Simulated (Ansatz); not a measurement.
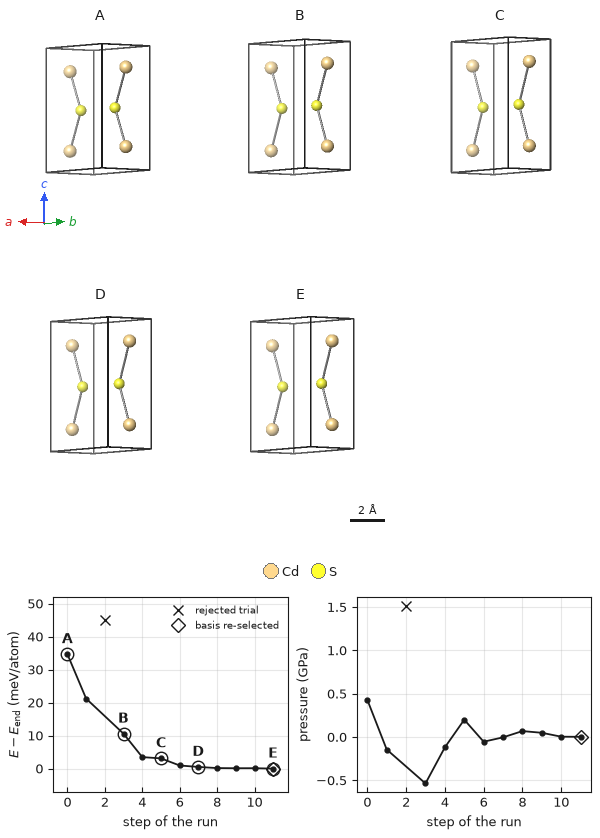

Frames of a relaxation of crystalline CdS (a generated structure, set up in Pmmm), marked on the history of the run. A ball-and-stick model of the cell of the calculation, seen from a free direction.

Method: Ansatz 0.2.0, DFT PBE, scalar-relativistic, plane waves, PAW. (plane-wave cutoff 420 eV; k-point mesh 14 × 8 × 6; occupations gaussian; smearing width 0.1 eV; no spin polarisation; cell and atoms relaxed; force threshold 0.01 eV/Å; at most 80 steps)

### Describe the path.

The largest moves relative to the cell, 0.12 Å, are those of S atoms. By element the largest moves are S 0.12 Å, Cd 0.02 Å. Cell: a 3.529 → 3.198 Å (−9.4 %), b 5.544 → 5.945 Å (+7.2 %), c 7.389 → 7.733 Å (+4.7 %). Volume +1.7 %. Among the contacts that change: Cd–S 2.599 → 2.697 Å, Cd–Cd 2.658 → 2.752 Å, S–S 2.155 → 2.070 Å. Bond angles that change, for instance: Cd–S–Cd 131.0° → 134.9°. The space group stays Pmmm (No. 47). After 9 accepted moves (11 points after the start) the energy has fallen by 34.7 meV per atom. The largest force component goes from 0.21 to 0.0032 eV/Å. Pressure: 0.43 GPa at the start and 0.00 GPa at the end. The line search rejected the trial step at point 2 of the run. At 1 point the geometry stayed and the basis and grid were re-selected for the new cell (energy shift of 0.1 meV per atom at most each time). From step 0 to 3: S atoms move most (0.03 Å), volume −0.8 %, energy −24.1 meV per atom. From step 3 to 5: S atoms move most (0.04 Å), volume −3.9 %, energy −7.5 meV per atom. From step 5 to 7: volume +2.6 %, energy −2.6 meV per atom. From step 7 to 11: S atoms move most (0.04 Å), volume +4.0 %, energy −0.5 meV per atom.

```json
{"step": "0", "E − E(0), meV/atom": "0.00", "largest force component, eV/Å": "0.2112", "pressure, GPa": "0.43", "volume, Å³/atom": "36.137", "note": ""}
{"step": "1", "E − E(0), meV/atom": "-13.45", "largest force component, eV/Å": "0.3466", "pressure, GPa": "-0.14", "volume, Å³/atom": "36.194", "note": ""}
{"step": "2", "E − E(0), meV/atom": "10.24", "largest force component, eV/Å": "2.6827", "pressure, GPa": "1.52", "volume, Å³/atom": "35.767", "note": "rejected"}
{"step": "3", "E − E(0), meV/atom": "-24.08", "largest force component, eV/Å": "0.3689", "pressure, GPa": "-0.53", "volume, Å³/atom": "35.860", "note": ""}
{"step": "4", "E − E(0), meV/atom": "-31.17", "largest force component, eV/Å": "0.0496", "pressure, GPa": "-0.12", "volume, Å³/atom": "35.210", "note": ""}
{"step": "5", "E − E(0), meV/atom": "-31.56", "largest force component, eV/Å": "0.1694", "pressure, GPa": "0.20", "volume, Å³/atom": "34.444", "note": ""}
{"step": "6", "E − E(0), meV/atom": "-33.71", "largest force component, eV/Å": "0.0652", "pressure, GPa": "-0.05", "volume, Å³/atom": "34.952", "note": ""}
{"step": "7", "E − E(0), meV/atom": "-34.15", "largest force component, eV/Å": "0.0140", "pressure, GPa": "0.00", "volume, Å³/atom": "35.330", "note": ""}
{"step": "8", "E − E(0), meV/atom": "-34.50", "largest force component, eV/Å": "0.0519", "pressure, GPa": "0.07", "volume, Å³/atom": "36.025", "note": ""}
{"step": "9", "E − E(0), meV/atom": "-34.54", "largest force component, eV/Å": "0.0328", "pressure, GPa": "0.05", "volume, Å³/atom": "36.402", "note": ""}
{"step": "10", "E − E(0), meV/atom": "-34.54", "largest force component, eV/Å": "0.0033", "pressure, GPa": "0.00", "volume, Å³/atom": "36.755", "note": ""}
{"step": "11", "E − E(0), meV/atom": "-34.66", "largest force component, eV/Å": "0.0032", "pressure, GPa": "0.00", "volume, Å³/atom": "36.755", "note": "same geometry, new basis"}
```
